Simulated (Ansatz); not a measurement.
# C3H6O (acetone): HSE06/cc-pVDZ

What is the electronic atomisation energy of C3H6O (acetone) at HSE06/cc-pVDZ? 

The results are computed with Ansatz 0.2.0.

48 further runs of the same task are left out: 48 set aside as unsound or not needed.

## 1. The molecule

C3H6O: 10 atoms, total charge 0, spin state singlet. As SMILES, `CC(C)=O`. The coordinates come from a PBE0-D4/def2-TZVP relaxation.

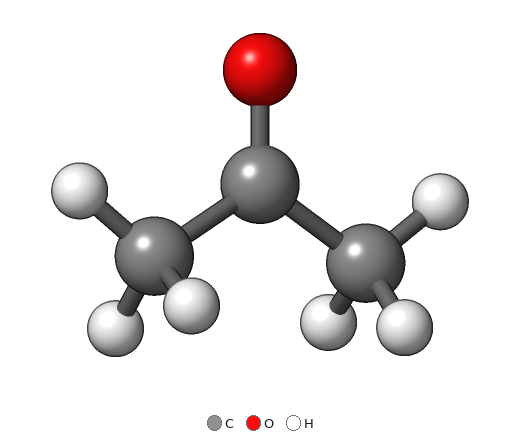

Viewed from a chosen angle; carbon grey, oxygen red, hydrogen white.

## 2. A single-point energy at HSE06/cc-pVDZ

The input, run.yaml:

```yaml
crystal:
  periodic: [false, false, false]
  atoms:
    - {symbol: C, position_ang: [-0.763500, 0.843700, -0.605500]}
    - {symbol: C, position_ang: [0.498000, 0.046700, -0.400600]}
    - {symbol: C, position_ang: [0.525100, -0.866200, 0.797100]}
    - {symbol: O, position_ang: [1.435000, 0.134800, -1.154100]}
    - {symbol: H, position_ang: [-1.637300, 0.186500, -0.611300]}
    - {symbol: H, position_ang: [-0.898500, 1.540800, 0.227000]}
    - {symbol: H, position_ang: [-0.707800, 1.399400, -1.539600]}
    - {symbol: H, position_ang: [-0.233900, -1.646100, 0.683600]}
    - {symbol: H, position_ang: [1.506700, -1.325600, 0.895800]}
    - {symbol: H, position_ang: [0.276100, -0.314000, 1.707400]}
basis:
  gaussian:
    orbitals: cc-pVDZ
hamiltonian:
  xc: hse06
output: {orbitals: {seedname: orbitals}}
accuracy: high
```

Started as:

```
$ ansatz run run.yaml --threads 1 --pin off --max-ram 3480MiB --events-out events.jsonl --progress --plain --runs-dir runs
```

The log of the run:

```text
Warning: RAYON_NUM_THREADS=1 ignored (pool sized by the plan → 1); use --threads N
Functional definition: HSE06
  name "HSE06"
  parameter a = 0.25
  parameter omega = 0.11/bohr
  exchange = pbe_x - a*pbe_x_sr(omega) + a*exact_x_sr(omega)
  correlation = pbe_c
2093 factors; integrals over basis functions are off by at most 3.5e-9 eV
91 factors; integrals over basis functions are off by at most 1.4e-9 eV
mean field evaluation 1: about -5243.2715 eV, gradient 5.4e1 eV
mean field evaluation 2: about -5240.3069 eV, gradient 6.7e1 eV
mean field evaluation 4: about -5249.8362 eV, gradient 1.8e0 eV
mean field evaluation 8: about -5249.8376 eV, gradient 6.1e-2 eV
mean field evaluation 16: about -5249.8376 eV, gradient 3.1e-6 eV
mean field -5249.83760294 eV, -192.9279734404 hartree, gradient 9.0e-8 eV, S^2 0.000000; 0 other end points of the search recorded, 0 dependent functions left out
reference -5249.83760583 eV, -192.9279735467 hartree; 16, 16 occupied and 70, 70 virtual orbitals, 2093 factors
Total energy: -5249.83760583 eV, -192.9279735467 hartree
```

Run time: 6 s. Hardware: 1 thread of Arm Neoverse V2, shared host; peak memory 0.28 GiB.

## 3. The C atom, same level

The input, run.yaml:

```yaml
crystal:
  periodic: [false, false, false]
  atoms:
    - symbol: C
      position_ang: [0.000000, 0.000000, 0.000000]
basis:
  gaussian: {orbitals: cc-pVDZ}
magnetization: {spin_polarized: true, initial_magnetization: 2}
hamiltonian: {xc: {name: HSE06}}
accuracy: high
```

Run the same way, it converges to -37.79669 Eh (log not shown).

## 4. The H atom

The input, input.yaml:

```yaml
crystal:
  periodic: [false, false, false]
  atoms:
    - {symbol: H, position_ang: [0.000000, 0.000000, 0.000000]}
basis:
  gaussian:
    orbitals: cc-pVDZ
magnetization:
  spin_polarized: true
  initial_magnetization: 1
hamiltonian:
  xc: hse06
accuracy: high
```

Run the same way, it converges to -0.50000 Eh (log not shown).

## 5. The O atom at the same level

The input, job.yaml:

```yaml
crystal:
  periodic: [false, false, false]
  atoms:
    - {symbol: O, position_ang: [0.000000, 0.000000, 0.000000]}
basis:
  gaussian:
    orbitals: cc-pVDZ
magnetization:
  spin_polarized: true
  initial_magnetization: 2
hamiltonian:
  xc: hse06
accuracy: high
```

Started as:

```
$ ansatz run job.yaml --threads 1 --pin off --max-ram 3480MiB --events-out events.jsonl --progress --plain --runs-dir runs
```

The log of the run, shortened:

```text
Warning: RAYON_NUM_THREADS=1 ignored (pool sized by the plan → 1); use --threads N
[... 6 set-up lines as earlier in the session ...]
96 factors; integrals over basis functions are off by at most 1.3e-9 eV
26 factors; integrals over basis functions are off by at most 9.4e-10 eV
mean field evaluation 1: about -2040.4741 eV, gradient 5.5e0 eV
mean field evaluation 2: about -2040.5518 eV, gradient 2.5e0 eV
mean field evaluation 4: about -2040.5757 eV, gradient 2.6e-2 eV
mean field evaluation 8: about -2040.5757 eV, gradient 1.9e-4 eV
mean field -2040.57566691 eV, -74.9897726072 hartree, gradient 7.2e-10 eV, S^2 2.001949; 0 other end points of the search recorded, 0 dependent functions left out
reference -2040.57566760 eV, -74.9897726325 hartree; 5, 3 occupied and 9, 11 virtual orbitals, 96 factors
Total energy: -2040.57566760 eV, -74.9897726325 hartree
```

It took 0.4 s on 1 thread of Arm Neoverse V2, shared host.

## 6. What came out

At HSE06/cc-pVDZ:

| quantity | value |
| --- | --- |
| molecule: total energy | -192.92797 Eh |
| molecule: HOMO energy | -6.55 eV |
| molecule: LUMO energy | -0.43 eV |
| molecule: HOMO–LUMO gap | 6.12 eV |
| C atom: total energy | -37.79669 Eh |
| C atom: ⟨S²⟩ | 2.003 |
| H atom: total energy | -0.50000 Eh |
| H atom: ⟨S²⟩ | 0.750 |
| O atom: total energy | -74.98977 Eh |
| O atom: ⟨S²⟩ | 2.002 |
| electronic atomisation energy | 42.126 eV |

What this shows: Taking the molecule apart into free atoms costs 42.13 eV (4065 kJ/mol), before zero-point energy and without spin-orbit coupling.
